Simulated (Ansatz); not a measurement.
**Geometry relaxation of Mo$_{13}$S$_{24}$ (charge +2) (part 1 of 4)**

- system: Mo$_{13}$S$_{24}$ (defect cell, 37 atoms in the cell, total charge +2)
- method: DFT PBE+D3(BJ), scalar-relativistic, plane waves, PAW, spin-polarised (Ansatz 0.2.0)

The structure derives from a Materials Project entry. It belongs to a series of runs on one base structure; here: Mo interstitial, charge +2, atoms relaxed at the host's cell. Figures and captions count atoms from 1; the log counts them from 0 in places.

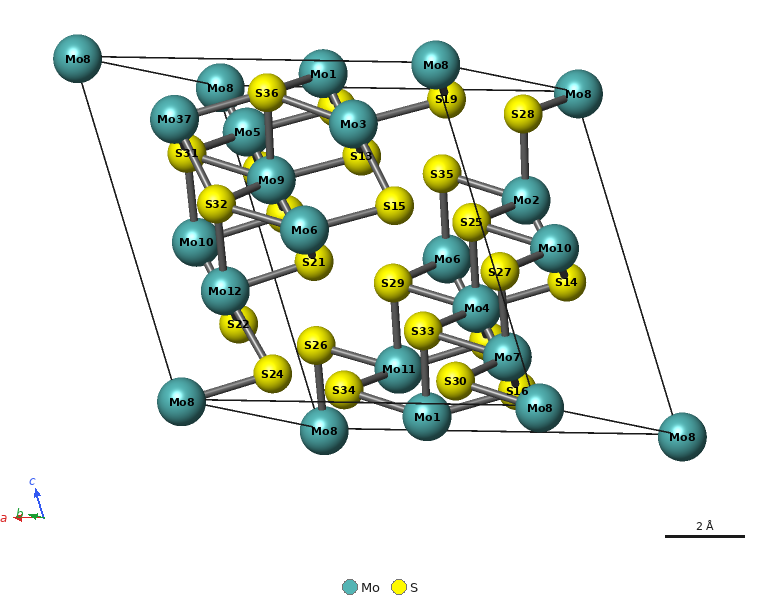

**Figure 1.** The starting structure (ball-and-stick view of the cell of the calculation, seen at an oblique angle; atoms are numbered from 1 in the order of the input). An atom can appear more than once, as a periodic image.

The input:
```yaml
crystal:
  lattice:
    - [3.1494702786, 5.4550425393, -6.6451646516]
    - [3.1494702785, -5.4550425393, -6.6451646516]
    - [-6.298940557, 1.0e-10, -6.6451646516]
  atoms:
    - { symbol: Mo, position: [0.5026575242, 0.4997778537, 0.0006649899] }
    - { symbol: Mo, position: [0.166888813, 0.1640091424, 0.6660016768] }
    - { symbol: Mo, position: [0.3333333333, 0.8385680284, 0.8280986383] }
    - { symbol: Mo, position: [0.3333333333, 0.3333333333, 0.3333333333] }
    - { symbol: Mo, position: [0.8280986383, 0.3333333333, 0.8385680284] }
    - { symbol: Mo, position: [0.4997778537, 1.0006649899, 0.5026575242] }
    - { symbol: Mo, position: [0.1640091424, 0.6660016768, 0.166888813] }
    - { symbol: Mo, position: [-0.0065056215, 0.9934943785, -0.0065056215] }
    - { symbol: Mo, position: [0.6731722882, 0.6731722882, 0.6731722882] }
    - { symbol: Mo, position: [0.0006649899, 0.5026575242, 0.4997778537] }
    - { symbol: Mo, position: [0.6660016768, 0.166888813, 0.1640091424] }
    - { symbol: Mo, position: [0.8385680284, 0.8280986383, 0.3333333333] }
    - { symbol: S, position: [0.4298010816, 0.5923620957, 0.7536752956] }
    - { symbol: S, position: [0.0873706927, 0.2562992877, 0.4209588698] }
    - { symbol: S, position: [0.2560526718, 0.920662161, 0.5846887637] }
    - { symbol: S, position: [0.2562992877, 0.4209588698, 0.0873706927] }
    - { symbol: S, position: [0.7536752956, 0.4298010816, 0.5923620957] }
    - { symbol: S, position: [0.4209588698, 0.0873706927, 0.2562992877] }
    - { symbol: S, position: [0.0861747972, 0.7443272244, 0.9127555141] }
    - { symbol: S, position: [0.9127555141, 0.0861747972, 0.7443272244] }
    - { symbol: S, position: [0.5923620957, 0.7536752956, 0.4298010816] }
    - { symbol: S, position: [0.920662161, 0.5846887637, 0.2560526718] }
    - { symbol: S, position: [0.5846887637, 0.2560526718, 0.920662161] }
    - { symbol: S, position: [0.7443272244, 0.9127555141, 0.0861747972] }
    - { symbol: S, position: [0.2457077969, 0.4103673789, 0.579295974] }
    - { symbol: S, position: [0.9129913711, 0.074304571, 0.2368655851] }
    - { symbol: S, position: [0.0819779029, 0.7460045057, 0.4106139948] }
    - { symbol: S, position: [0.074304571, 0.2368655851, 0.9129913711] }
    - { symbol: S, position: [0.579295974, 0.2457077969, 0.4103673789] }
    - { symbol: S, position: [0.2368655851, 0.9129913711, 0.074304571] }
    - { symbol: S, position: [0.9223394423, 0.5804918694, 0.7539111526] }
    - { symbol: S, position: [0.7539111526, 0.9223394423, 0.5804918694] }
    - { symbol: S, position: [0.4103673789, 0.579295974, 0.2457077969] }
    - { symbol: S, position: [0.7460045057, 0.4106139948, 0.0819779029] }
    - { symbol: S, position: [0.4106139948, 0.0819779029, 0.7460045057] }
    - { symbol: S, position: [0.5804918694, 0.7539111526, 0.9223394423] }
    - { symbol: Mo, position: [0.8333333333, 0.8333333333, 0.8333333333], spin: 2.0 }
  host:
    lattice:
      - [3.1494702785, 0.0, 0.0]
      - [-1.5747351392, 2.7275212697, 0.0]
      - [0.0, 0.0, 6.6451646516]
    atoms:
      - { symbol: Mo, position: [0.0, 0.0, 0.0] }
      - { symbol: S, position: [0.3333333333, 0.6666666667, 0.2357795151] }
      - { symbol: S, position: [0.3333333333, 0.6666666667, 0.7642204849] }
total_charge: 2
basis:
  ecutwfc: 420
  xc_grid: 2
kpoints:
  mp_grid: { grid: [2, 2, 2], shift: [0.5, 0.5, 0.5] }
hamiltonian:
  xc: pbe
  dispersion: d3bj
scf:
  occupations: { method: gaussian, width: 0.01 }
output:
  forces: true
  stress: false
  eigenvalues: true
  populations: true
  charged_corrections:
    defect_position: [0.83333333, 0.83333333, 0.83333333]
    epsilon: [[14.1225, 0.0, 0.0], [0.0, 14.1225, 0.0], [0.0, 0.0, 4.6983]]
  write_density: true
  write_potential: true
  elf: true
  volumetric_format: npy
magnetization:
  spin_polarized: true
relax:
  adjacent_minimum: "off"
  f_tol: 0.025
  max_steps: 45
```

Launch command:
```bash
ansatz run input.yaml --threads 4 --pin off --max-ram 10240MiB --backend cpu --events-out ev --progress --plain --runs-dir out
```

What the program printed:
```
Engine: ansatz 0.2.0, x86_64-unknown-linux-gnu
Pseudopotentials: kind: paw
Pseudopotential: Mo, paw, valence charge 14, recommended cutoff 420 eV (normal), Mo.paw.azcp
Pseudopotential: S, paw, valence charge 6, recommended cutoff 420 eV (normal), S.paw.azcp
Functional definition: PBE
  parameter kappa = 0.804
  parameter beta = 0.06672455060314922
  exchange = pbe_x(kappa = kappa, mu = beta*pi^2/3)
  correlation = pbe_c(beta = beta)
Crystal: 37 atoms, lattice volume = 685.003 Å³
Basis set: ecut = 420 eV, 13397 PW (Γ), exchange–correlation on 128×128×128 points (8 copies of the dense FFT grid, shifted against one another)
Bands: 200, of which v1, the nominal top of the filled ones, is band 162 counted from 1 (161 counted from 0)
Symmetry: 6 space group operations
Space group: R32 (ITA 155), of the structure as read, at distance tolerance 8.8e-5 Å
Magnetic group: BNS 155.45 (UNI 1275), of the structure as read, at distance tolerance 8.8e-5 Å
k-points: 2 of 8
Non-local potential: Mo, projectors of the file, l = 0: 3, l = 1: 2, l = 2: 2, l = 3: 1
Non-local potential: S, projectors of the file, l = 0: 2, l = 1: 2, l = 2: 2
PAW form: soft (Blöchl's): semilocal exchange-correlation on the pseudo side does not see the compensation charge
PAW one-centre angular grid: Mo, 590 points (default); XC on 64 Gauss nodes
PAW one-centre angular grid: S, 110 points (default); XC on 64 Gauss nodes
Initial density: superposition of atomic densities (chi_scale 0.1, normalization cell)
Starting moments: Σ|m| = 2 μB on 1 of 37 sites
Initial wavefunctions: pseudopotential atomic-orbital guess
Functional: x = pbe(κ = 0.804, μ = 0.2195149727645171), c = pbe(β = 0.06672455060314922)
SCF iter   1: F=—  HF=-86155.222734 eV  |F-HF|=—  |Δ(HF+E_count)|=         —  Δρ=3.66e-2 (↑3.66e-2 ↓3.61e-2)  dr2=4.81e1  dr2_m=8.28e-2  M=2.000 μB ∫|m|=2.205 μB  β_m=0.30  ethr=3.10e-3  ⟨swp⟩=7.0  Hψ=3359  notcnv=0  defer=20
Mixer restart at iter 1: flushing history
preconditioner: auto → Resta (q_TF=auto, 2.408 Å⁻¹)  ε∞=7.5  [insulator: Δε(μ)=0.115 eV  Ē_g=8.229 eV  σ=0.010 eV  W_gap=1.00  n_scr=160 (ndim 8)  ℏωp=21.0 eV  f_vac=0.044  D(μ)=0.00/eV (n_scr^D=0)  ε∞_Penn≈7.5]
spin=Collinear: Resta preconditioning applied to the charge; magnetization (m = ρ↑ − ρ↓) channel mixes plain (no charge-response kernel on spin).
SCF iter   2: F=—  HF=-86146.666416 eV  |F-HF|=—  |Δ(HF+E_count)|=    8.56e0  Δρ=1.95e-2 (↑1.95e-2 ↓1.91e-2)  dr2=1.31e1  dr2_m=4.51e-2  M=2.000 μB ∫|m|=2.217 μB  β_m=0.42  ethr=3.10e-3  ⟨swp⟩=2.8  Hψ=1286  notcnv=0  defer=126
SCF iter   3: F=—  HF=-86143.763484 eV  |F-HF|=—  |Δ(HF+E_count)|=    2.90e0  Δρ=8.72e-3 (↑8.72e-3 ↓8.57e-3)  dr2=3.29e0  dr2_m=1.29e-2  M=2.000 μB ∫|m|=2.221 μB  β_m=0.66  ethr=3.10e-3  ⟨swp⟩=2.2  Hψ=1171  notcnv=0  defer=126
SCF iter   4: F=—  HF=-86143.121369 eV  |F-HF|=—  |Δ(HF+E_count)|=   6.42e-1  Δρ=2.25e-3 (↑2.25e-3 ↓2.19e-3)  dr2=2.51e-1  dr2_m=1.01e-3  M=2.000 μB ∫|m|=2.244 μB  β_m=0.74  ethr=1.01e-3  ⟨swp⟩=2.2  Hψ=1242  notcnv=0  defer=125
SCF iter   5: F=—  HF=-86143.128644 eV  |F-HF|=—  |Δ(HF+E_count)|=         —  Δρ=1.88e-3 (↑1.88e-3 ↓1.81e-3)  dr2=2.52e-1  dr2_m=3.49e-4  M=2.000 μB ∫|m|=2.243 μB  β_m=0.74  ethr=7.74e-5  ⟨swp⟩=3.0  Hψ=1401  notcnv=0  defer=125
Mixer restart at iter 5: flushing history
SCF iter   6: F=—  HF=-86143.178894 eV  |F-HF|=—  |Δ(HF+E_count)|=   5.02e-2  Δρ=2.83e-3 (↑2.83e-3 ↓2.83e-3)  dr2=5.90e-1  dr2_m=4.88e-5  M=2.000 μB ∫|m|=2.242 μB  β_m=0.46  ethr=7.74e-5  ⟨swp⟩=3.0  Hψ=1446  notcnv=0  defer=125  recentre
SCF iter   7: F=—  HF=-86143.118484 eV  |F-HF|=—  |Δ(HF+E_count)|=   6.04e-2  Δρ=6.24e-4 (↑6.24e-4 ↓5.89e-4)  dr2=2.67e-2  dr2_m=9.15e-5  M=2.000 μB ∫|m|=2.242 μB  β_m=0.64  ethr=7.74e-5  ⟨swp⟩=2.8  Hψ=1323  notcnv=0  defer=125
SCF iter   8: F=—  HF=-86143.131453 eV  |F-HF|=—  |Δ(HF+E_count)|=   1.30e-2  Δρ=6.05e-4 (↑6.05e-4 ↓5.96e-4)  dr2=2.90e-2  dr2_m=2.58e-6  M=2.000 μB ∫|m|=2.243 μB  β_m=0.53  ethr=8.25e-6  ⟨swp⟩=2.5  Hψ=1170  notcnv=0  defer=125
SCF iter   9: F=—  HF=-86143.130669 eV  |F-HF|=—  |Δ(HF+E_count)|=   7.85e-4  Δρ=1.10e-4 (↑1.10e-4 ↓1.02e-4)  dr2=4.48e-4  dr2_m=7.43e-6  M=2.000 μB ∫|m|=2.243 μB  β_m=0.61  ethr=8.25e-6  ⟨swp⟩=2.8  Hψ=1031  notcnv=0  defer=125
SCF iter  10: F=—  HF=-86143.130976 eV  |F-HF|=—  |Δ(HF+E_count)|=   3.07e-4  Δρ=6.87e-5 (↑6.87e-5 ↓5.84e-5)  dr2=1.79e-4  dr2_m=2.49e-6  M=2.000 μB ∫|m|=2.243 μB  β_m=0.60  ethr=1.38e-7  ⟨swp⟩=2.0  Hψ=1277  notcnv=0  defer=125
SCF iter  11: F=—  HF=-86143.131087 eV  |F-HF|=—  |Δ(HF+E_count)|=   1.11e-4  Δρ=2.85e-5 (↑2.85e-5 ↓2.48e-5)  dr2=3.86e-5  dr2_m=3.89e-7  M=2.000 μB ∫|m|=2.244 μB  β_m=0.63  ethr=5.52e-8  ⟨swp⟩=2.0  Hψ=1350  notcnv=0  defer=125
SCF iter  12: F=—  HF=-86143.131111 eV  |F-HF|=—  |Δ(HF+E_count)|=   2.39e-5  Δρ=1.91e-5 (↑1.80e-5 ↓1.91e-5)  dr2=1.98e-5  dr2_m=2.94e-8  M=2.000 μB ∫|m|=2.244 μB  β_m=0.56  ethr=1.19e-8  ⟨swp⟩=2.0  Hψ=1144  notcnv=0  defer=125
SCF iter  13: F=-86143.131114 eV  HF=-86143.131114 eV  |F-HF|=4.12e-7  |Δ(HF+E_count)|=   2.63e-6  Δρ=7.46e-6 (↑7.46e-6 ↓7.22e-6)  dr2=2.53e-6  dr2_m=9.74e-9  M=2.000 μB ∫|m|=2.244 μB  ethr=4.82e-9  ⟨swp⟩=18.2  Hψ=7051  notcnv=0
SCF 1 converged in 13 iterations: F = -86143.131114 eV  dr2 = 2.53e-6
  greatest PAW one-centre occupation: 0.998 electrons in one spin orbital (limit 2), on the Mo atom at site 36 (counted from 0), in its partial waves of l = 0
relax step   1: F+E_penalty+E_count = -86143.13111426 eV  Δ(F+E_penalty+E_count) = +0.000e0 eV  max|allowed force component| = 3.318e-1 eV/Å  Δτ_max = 0.0000 Å  (13 SCF iters, dr2 threshold 1.56e-5 eV, accepted)
Initial density: handed on by an earlier stage of this run
Starting moments: Σ|m| = 2 μB on 1 of 37 sites; this step starts from the density that it was given
Initial wavefunctions: those handed on with the density
iter 1 solved again at ethr=9.25e-6 eV; its pass at ethr=3.10e-3 eV (dr2=3.00e-2 eV) is discarded
SCF iter   1: F=—  HF=-86143.178579 eV  |F-HF|=—  |Δ(HF+E_count)|=         —  Δρ=1.50e-3 (↑1.50e-3 ↓1.37e-3)  dr2=3.21e-2  dr2_m=1.90e-3  M=2.000 μB ∫|m|=2.251 μB  β_m=0.65  ethr=9.25e-6  ⟨swp⟩=2.0  Hψ=2288  notcnv=0  defer=129
preconditioner: auto → Resta (q_TF=auto, 2.408 Å⁻¹)  ε∞=8.6  [insulator: Δε(μ)=0.129 eV  Ē_g=7.628 eV  σ=0.010 eV  W_gap=1.00  n_scr=160 (ndim 8)  ℏωp=21.0 eV  f_vac=0.079  D(μ)=0.00/eV (n_scr^D=0)  ε∞_Penn≈8.6]
spin=Collinear: Resta preconditioning applied to the charge; magnetization (m = ρ↑ − ρ↓) channel mixes plain (no charge-response kernel on spin).
SCF iter   2: F=—  HF=-86143.173730 eV  |F-HF|=—  |Δ(HF+E_count)|=   4.85e-3  Δρ=6.44e-4 (↑6.44e-4 ↓5.91e-4)  dr2=5.72e-3  dr2_m=3.66e-4  M=2.000 μB ∫|m|=2.248 μB  β_m=0.65  ethr=9.25e-6  ⟨swp⟩=2.0  Hψ=1150  notcnv=0  defer=129
SCF iter   3: F=—  HF=-86143.173437 eV  |F-HF|=—  |Δ(HF+E_count)|=   2.93e-4  Δρ=2.79e-4 (↑2.45e-4 ↓2.79e-4)  dr2=4.07e-3  dr2_m=1.62e-5  M=2.000 μB ∫|m|=2.246 μB  β_m=0.56  ethr=1.76e-6  ⟨swp⟩=2.0  Hψ=1411  notcnv=0  defer=129
SCF iter   4: F=—  HF=-86143.173092 eV  |F-HF|=—  |Δ(HF+E_count)|=   3.45e-4  Δρ=8.44e-5 (↑8.44e-5 ↓8.31e-5)  dr2=2.70e-4  dr2_m=4.16e-6  M=2.000 μB ∫|m|=2.245 μB  β_m=0.62  ethr=1.26e-6  ⟨swp⟩=2.0  Hψ=998  notcnv=0  defer=129
SCF iter   5: F=—  HF=-86143.173105 eV  |F-HF|=—  |Δ(HF+E_count)|=   1.34e-5  Δρ=4.70e-5 (↑3.86e-5 ↓4.70e-5)  dr2=9.59e-5  dr2_m=9.12e-7  M=2.000 μB ∫|m|=2.244 μB  β_m=0.63  ethr=8.34e-8  ⟨swp⟩=2.0  Hψ=1144  notcnv=0  defer=129
SCF iter   6: F=—  HF=-86143.173097 eV  |F-HF|=—  |Δ(HF+E_count)|=   8.36e-6  Δρ=1.92e-5 (↑1.92e-5 ↓1.85e-5)  dr2=1.73e-5  dr2_m=2.63e-7  M=2.000 μB ∫|m|=2.243 μB  β_m=0.68  ethr=2.96e-8  ⟨swp⟩=2.0  Hψ=1117  notcnv=0  defer=129
SCF iter   7: F=—  HF=-86143.173099 eV  |F-HF|=—  |Δ(HF+E_count)|=   2.27e-6  Δρ=1.34e-5 (↑1.30e-5 ↓1.34e-5)  dr2=1.13e-5  dr2_m=7.05e-8  M=2.000 μB ∫|m|=2.242 μB  β_m=0.60  ethr=5.34e-9  ⟨swp⟩=2.0  Hψ=1144  notcnv=0  defer=129
SCF iter   8: F=—  HF=-86143.173101 eV  |F-HF|=—  |Δ(HF+E_count)|=   1.56e-6  Δρ=5.98e-6 (↑5.98e-6 ↓5.24e-6)  dr2=1.76e-6  dr2_m=3.46e-8  M=2.000 μB ∫|m|=2.242 μB  β_m=0.80  ethr=3.49e-9  ⟨swp⟩=2.0  Hψ=936  notcnv=0  defer=129
SCF iter   9: F=—  HF=-86143.173105 eV  |F-HF|=—  |Δ(HF+E_count)|=   4.40e-6  Δρ=9.39e-6 (↑9.39e-6 ↓6.85e-6)  dr2=7.00e-6  dr2_m=2.74e-8  M=2.000 μB ∫|m|=2.242 μB  β_m=0.90  ethr=5.43e-10  ⟨swp⟩=3.0  Hψ=1432  notcnv=0  defer=129
SCF iter  10: F=-86143.173102 eV  HF=-86143.173105 eV  |F-HF|=2.74e-6  |Δ(HF+E_count)|=   1.49e-7  Δρ=6.04e-6 (↑6.04e-6 ↓5.85e-6)  dr2=2.96e-6  dr2_m=3.48e-9  M=2.000 μB ∫|m|=2.242 μB  ethr=5.43e-10  ⟨swp⟩=13.5  Hψ=6751  notcnv=0
SCF 2 converged in 10 iterations: F = -86143.173102 eV  dr2 = 2.96e-6
relax step   2: F+E_penalty+E_count = -86143.17310229 eV  Δ(F+E_penalty+E_count) = -4.199e-2 eV  max|allowed force component| = 7.646e-2 eV/Å  Δτ_max = 0.0391 Å  (10 SCF iters, dr2 threshold 6.88e-6 eV, accepted)
SCF iter   1: F=—  HF=-86143.180004 eV  |F-HF|=—  |Δ(HF+E_count)|=         —  Δρ=6.26e-4 (↑6.26e-4 ↓6.17e-4)  dr2=1.01e-2  dr2_m=8.09e-5  M=2.000 μB ∫|m|=2.243 μB  β_m=0.65  ethr=2.13e-5  ⟨swp⟩=3.0  Hψ=1438  notcnv=0  defer=129
preconditioner: auto → Resta (q_TF=auto, 2.408 Å⁻¹)  ε∞=8.6  [insulator: Δε(μ)=0.128 eV  Ē_g=7.629 eV  σ=0.010 eV  W_gap=1.00  n_scr=160 (ndim 8)  ℏωp=21.0 eV  f_vac=0.078  D(μ)=0.00/eV (n_scr^D=0)  ε∞_Penn≈8.6]
spin=Collinear: Resta preconditioning applied to the charge; magnetization (m = ρ↑ − ρ↓) channel mixes plain (no charge-response kernel on spin).
SCF iter   2: F=—  HF=-86143.180262 eV  |F-HF|=—  |Δ(HF+E_count)|=   2.58e-4  Δρ=3.53e-4 (↑3.53e-4 ↓3.52e-4)  dr2=5.92e-3  dr2_m=1.09e-5  M=2.000 μB ∫|m|=2.242 μB  β_m=0.47  ethr=3.10e-6  ⟨swp⟩=2.2  Hψ=1205  notcnv=0  defer=127
SCF iter   3: F=—  HF=-86143.179796 eV  |F-HF|=—  |Δ(HF+E_count)|=   4.66e-4  Δρ=2.15e-4 (↑2.15e-4 ↓2.15e-4)  dr2=1.47e-3  dr2_m=8.49e-6  M=2.000 μB ∫|m|=2.242 μB  β_m=0.50  ethr=1.83e-6  ⟨swp⟩=2.0  Hψ=1090  notcnv=0  defer=127
SCF iter   4: F=—  HF=-86143.179662 eV  |F-HF|=—  |Δ(HF+E_count)|=   1.35e-4  Δρ=9.21e-5 (↑9.21e-5 ↓9.19e-5)  dr2=2.40e-4  dr2_m=1.78e-6  M=2.000 μB ∫|m|=2.241 μB  β_m=0.57  ethr=4.55e-7  ⟨swp⟩=1.2  Hψ=802  notcnv=0  defer=127
SCF iter   5: F=—  HF=-86143.179640 eV  |F-HF|=—  |Δ(HF+E_count)|=   2.20e-5  Δρ=3.29e-5 (↑3.08e-5 ↓3.29e-5)  dr2=4.55e-5  dr2_m=1.65e-7  M=2.000 μB ∫|m|=2.241 μB  β_m=0.51  ethr=7.40e-8  ⟨swp⟩=2.0  Hψ=1065  notcnv=0  defer=127
SCF iter   6: F=—  HF=-86143.179635 eV  |F-HF|=—  |Δ(HF+E_count)|=   4.16e-6  Δρ=7.56e-6 (↑7.56e-6 ↓7.31e-6)  dr2=2.40e-6  dr2_m=2.29e-8  M=2.000 μB ∫|m|=2.241 μB  β_m=0.67  ethr=1.40e-8  ⟨swp⟩=2.0  Hψ=1175  notcnv=0  defer=127
SCF iter   7: F=—  HF=-86143.179636 eV  |F-HF|=—  |Δ(HF+E_count)|=   1.08e-6  Δρ=3.32e-6 (↑3.08e-6 ↓3.32e-6)  dr2=4.82e-7  dr2_m=4.26e-9  M=2.000 μB ∫|m|=2.241 μB  β_m=0.82  ethr=7.42e-10  ⟨swp⟩=2.0  Hψ=1350  notcnv=0  defer=127
SCF iter   8: F=—  HF=-86143.179637 eV  |F-HF|=—  |Δ(HF+E_count)|=   6.87e-7  Δρ=2.80e-6 (↑2.80e-6 ↓2.21e-6)  dr2=5.16e-7  dr2_m=1.82e-9  M=2.000 μB ∫|m|=2.240 μB  β_m=0.91  ethr=1.49e-10  ⟨swp⟩=2.0  Hψ=1424  notcnv=0  defer=127
SCF iter   9: F=—  HF=-86143.179637 eV  |F-HF|=—  |Δ(HF+E_count)|=   1.61e-7  Δρ=2.13e-6 (↑1.87e-6 ↓2.13e-6)  dr2=2.53e-7  dr2_m=4.79e-10  M=2.000 μB ∫|m|=2.240 μB  β_m=0.84  ethr=1.49e-10  ⟨swp⟩=3.0  Hψ=1330  notcnv=0  defer=127
SCF iter  10: F=—  HF=-86143.179637 eV  |F-HF|=—  |Δ(HF+E_count)|=   2.56e-8  Δρ=1.57e-6 (↑1.57e-6 ↓1.43e-6)  dr2=1.49e-7  dr2_m=1.19e-10  M=2.000 μB ∫|m|=2.240 μB  β_m=0.66  ethr=7.82e-11  ⟨swp⟩=2.0  Hψ=1144  notcnv=0  defer=127
SCF iter  11: F=—  HF=-86143.179637 eV  |F-HF|=—  |Δ(HF+E_count)|=   1.24e-8  Δρ=4.80e-7 (↑4.80e-7 ↓4.00e-7)  dr2=1.27e-8  dr2_m=4.93e-11  M=2.000 μB ∫|m|=2.240 μB  β_m=0.82  ethr=4.59e-11  ⟨swp⟩=2.0  Hψ=930  notcnv=0  defer=127
SCF iter  12: F=-86143.179637 eV  HF=-86143.179637 eV  |F-HF|=8.81e-8  |Δ(HF+E_count)|=   3.00e-8  Δρ=1.08e-6 (↑1.08e-6 ↓8.53e-7)  dr2=9.39e-8  dr2_m=1.58e-10  M=2.000 μB ∫|m|=2.240 μB  ethr=3.93e-12  ⟨swp⟩=11.2  Hψ=5438  notcnv=0
SCF 3 converged in 12 iterations: F = -86143.179637 eV  dr2 = 9.39e-8
relax step   3: F+E_penalty+E_count = -86143.17963720 eV  Δ(F+E_penalty+E_count) = -6.535e-3 eV  max|allowed force component| = 2.407e-2 eV/Å  Δτ_max = 0.0115 Å  (12 SCF iters, accepted)
```

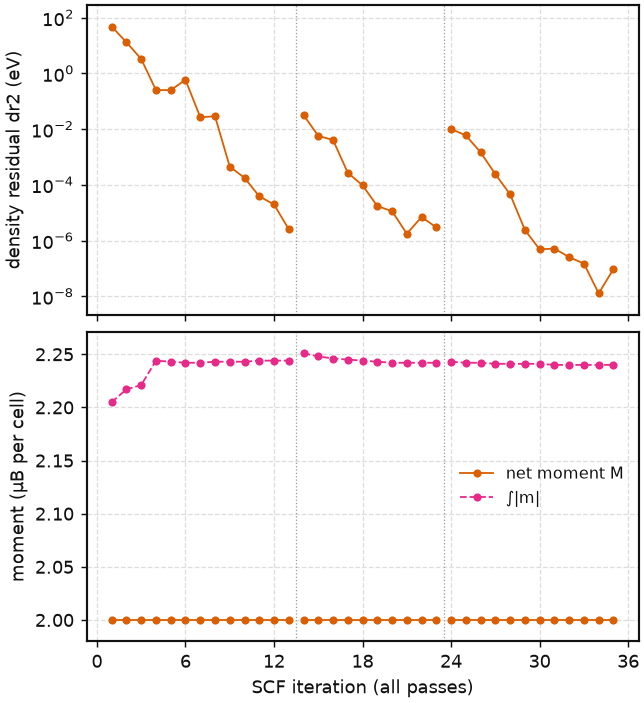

**Figure 2.** Convergence of the self-consistent field: density residual dr2 and magnetic moment against the SCF iteration. The dotted lines part the SCF passes of the relaxation: geometry steps, rejected trials and re-solves on a re-selected basis. The passes take 13, 10 and 12 iterations. The net moment stays at 2.0 μB per cell.

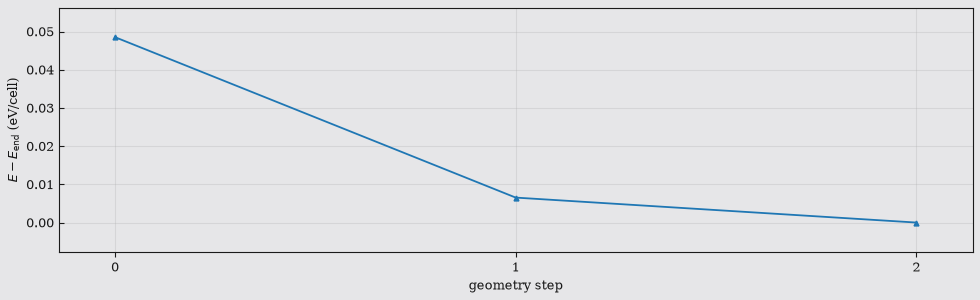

**Figure 3.** Progress of the relaxation, step by step (the first geometry is step 0 here and step 1 in the log).
